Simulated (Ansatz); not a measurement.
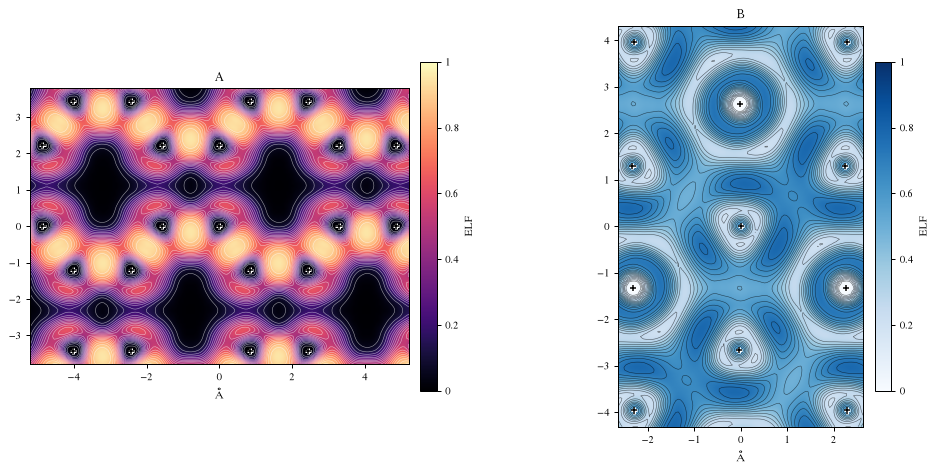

The electron localisation function of 2 systems, each on a plane through atoms (crosses mark nuclei in the plane).

These are results of Ansatz, DFT r2SCAN, scalar-relativistic, plane waves, PAW, not measurements.

System 1: C, the (101) plane of the conventional cell. Space group Im-3m; a structure from a database of computed crystals, not necessarily the ambient phase.

```
C
1.0
     4.85822    0.00000    0.00000
     0.00000    4.85822    0.00000
     0.00000    0.00000    4.85822
C
16
Direct
  0.83727 0.16273 0.16273
  0.33727 0.66273 0.66273
  0.33727 0.33727 0.33727
  0.83727 0.83727 0.83727
  0.16273 0.83727 0.16273
  0.66273 0.33727 0.66273
  0.16273 0.16273 0.83727
  0.66273 0.66273 0.33727
  0.33727 0.66273 0.33727
  0.83727 0.16273 0.83727
  0.16273 0.16273 0.16273
  0.66273 0.66273 0.66273
  0.66273 0.33727 0.33727
  0.16273 0.83727 0.83727
  0.33727 0.33727 0.66273
  0.83727 0.83727 0.16273
```

System 2: Si2W, the (001) plane of the conventional cell. Space group C222; a structure from a database of computed crystals, not necessarily the ambient phase; not relaxed (largest force 1.8 eV/Å); computed pressure about −5 GPa in this cell.

```xyz
36
Lattice="2.2898 3.9661 0.0000 -6.8695 3.9661 0.0000 0.0000 0.0000 13.7183" Properties=species:S:1:pos:R:3 pbc="T T T"
Si   -2.2898    2.6685    1.3515
Si   -4.5797    6.6346    1.3515
Si   -2.2898    2.6685    7.9607
Si   -4.5797    6.6346    7.9607
Si   -1.1660    3.3173    3.5546
Si   -5.7457    3.3173    3.5546
Si   -1.1660    3.3173   10.1638
Si   -5.7457    3.3173   10.1638
Si    1.1660    3.3173   12.3668
Si   -3.4137    3.3173   12.3668
Si    1.1660    3.3173    5.7576
Si   -3.4137    3.3173    5.7576
Si    0.0000    1.2977    1.3515
Si   -2.2899    5.2638    1.3515
Si    0.0000    1.2977    7.9607
Si   -2.2899    5.2638    7.9607
Si   -1.1239    0.6489    3.5546
Si   -3.4137    4.6150    3.5546
Si   -1.1239    0.6489   10.1638
Si   -3.4137    4.6150   10.1638
Si   -1.1660    4.6149   12.3668
Si   -5.7457    4.6149   12.3668
Si   -1.1660    4.6149    5.7576
Si   -5.7457    4.6149    5.7576
W    -1.1449    1.9831   12.3668
W    -3.4348    5.9492   12.3668
W    -1.1449    1.9831    5.7576
W    -3.4348    5.9492    5.7576
W     1.1449    1.9831    3.5546
W    -3.4348    1.9831    3.5546
W     1.1449    1.9831   10.1638
W    -3.4348    1.9831   10.1638
W     0.0000    3.9661    1.3515
W    -4.5797    3.9661    1.3515
W     0.0000    3.9661    7.9607
W    -4.5797    3.9661    7.9607
```

**Match each panel to its system.**

Panel A is system 1, C: the plane holds C. C–C (1.47 Å): the ELF peaks at about 0.95 between the atoms, as expected for localised, covalent bonding. Panel B is system 2, Si2W: the plane holds Si and W. Si–W (2.63 Å): the ELF peaks at about 0.80 in the valence shell of Si, 0.9 Å from its nucleus, and is about 0.45 at the midpoint.
